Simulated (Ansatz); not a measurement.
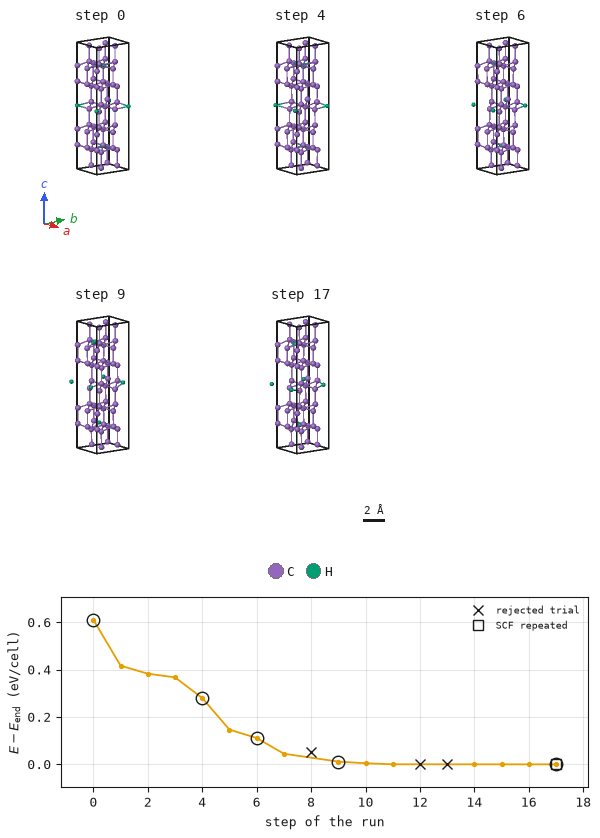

Frames of a relaxation of a defect cell of composition HC16 (cell charge +1), marked on the history of the run. A ball-and-stick model of the larger cell on standard axes (3 times the calculation's cell) (origin shifted), seen slightly off an axis.

It is an interstitial H in diamond C. The run prepares an end point of a later path (interstitial hop) calculation, from a guessed geometry.

Level of theory: DFT r2SCAN-D3(BJ), scalar-relativistic, plane waves, PAW (Ansatz 0.2.0).

The input:
```yaml
crystal:
  lattice:
    - [0.0, 3.57, 3.57]
    - [3.57, 0.0, 3.57]
    - [3.57, 3.57, 0.0]
  atoms:
    - { symbol: C, position: [0.0, 0.0, 0.0] }
    - { symbol: C, position: [0.125, 0.125, 0.125] }
    - { symbol: C, position: [0.0, 0.0, 0.5] }
    - { symbol: C, position: [0.125, 0.125, 0.625] }
    - { symbol: C, position: [0.0, 0.5, 0.0] }
    - { symbol: C, position: [0.125, 0.625, 0.125] }
    - { symbol: C, position: [0.0, 0.5, 0.5] }
    - { symbol: C, position: [0.125, 0.625, 0.625] }
    - { symbol: C, position: [0.5, 0.0, 0.0] }
    - { symbol: C, position: [0.625, 0.125, 0.125] }
    - { symbol: C, position: [0.5, 0.0, 0.5] }
    - { symbol: C, position: [0.625, 0.125, 0.625] }
    - { symbol: C, position: [0.5, 0.5, 0.0] }
    - { symbol: C, position: [0.625, 0.625, 0.125] }
    - { symbol: C, position: [0.5, 0.5, 0.5] }
    - { symbol: C, position: [0.625, 0.625, 0.625] }
    - { symbol: H, position: [1.07157038, 0.80526574, 0.30423434] }
total_charge: 1
basis:
  ecutwfc: 500.0
kpoints:
  mp_grid: { grid: [3, 3, 3] }
hamiltonian:
  xc: r2scan
  dispersion: d3bj
scf:
  occupations: { method: gaussian, width: 0.02 }
  lower_state_search: "off"
relax:
  f_tol: 0.03
  max_steps: 60
  adjacent_minimum: "off"
```

Launched with:
```bash
ansatz run input.yaml --threads 2 --pin off --max-ram 5120MiB --backend cpu --events-out ev --progress --plain --runs-dir out
```

### What happens along the run?

Over 13 accepted moves (17 points after the start) the energy falls by 0.611 eV per cell of the calculation. The largest force component goes from 2 to 0.0011 eV/Å. The line search rejected the trial steps at points 8, 12, 13 of the run. 1 step only repeated the SCF at the same geometry. The forces were under the threshold at step 11, but the run went on from there. The largest move is that of H17, 0.51 Å along [−1 −1 0]. Largest moves by element: H 0.51 Å, C 0.15 Å. The cell doesn't change. Near-neighbour distances that change, for instance: C8–H17 1.497 → 1.997 Å, C3–H17 1.528 → 1.997 Å, C1–H17 1.465 → 1.157 Å, C1–C6 1.546 → 1.844 Å. Among the angles between lasting bonds that change: C1–C4–C7 109.5° → 101.6°, C4–C1–C6 109.5° → 102.7°, C4–C1–C10 109.5° → 115.6°. Cost: 86 s on 2 threads of Intel(R) Xeon(R) Platinum 8488C (Sapphire Rapids), on a shared host, peak memory 0.64 GiB. From step 0 to 4: H17 moves most (0.16 Å), energy −0.330 eV per cell of the calculation. From step 4 to 6: H17 moves most (0.20 Å), energy −0.169 eV per cell of the calculation. From step 6 to 9: H17 moves most (0.29 Å), energy −99.6 meV per cell of the calculation. From step 9 to 17: H17 moves most (0.27 Å), energy −11.6 meV per cell of the calculation.

| step | E − E(0), meV/atom | largest force component, eV/Å | note |
| --- | --- | --- | --- |
| 0 | 0.00 | 2.0334 |  |
| 1 | -11.39 | 0.7998 |  |
| 2 | -13.38 | 0.2359 |  |
| 3 | -14.29 | 0.3948 |  |
| 4 | -19.43 | 0.7369 |  |
| 5 | -27.29 | 1.1736 |  |
| 6 | -29.37 | 0.2445 |  |
| 7 | -33.28 | 0.3522 |  |
| 8 | -32.97 | 0.8144 | rejected |
| 9 | -35.23 | 0.1920 |  |
| 10 | -35.64 | 0.0708 |  |
| 11 | -35.90 | 0.0114 |  |
| 12 | -35.73 | 0.2644 | rejected |
| 13 | -35.89 | 0.0959 | rejected |
| 14 | -35.91 | 0.0207 |  |
| 15 | -35.91 | 0.0331 |  |
| 16 | -35.91 | 0.0013 |  |
| 17 | -35.91 | 0.0011 | same geometry, SCF repeated |

Limits of the set-up: the periodic images lie only 5.0 Å apart, so the values are limited by the cell's size; the cell is charged, on a uniform background, and energies carry no finite-size correction.
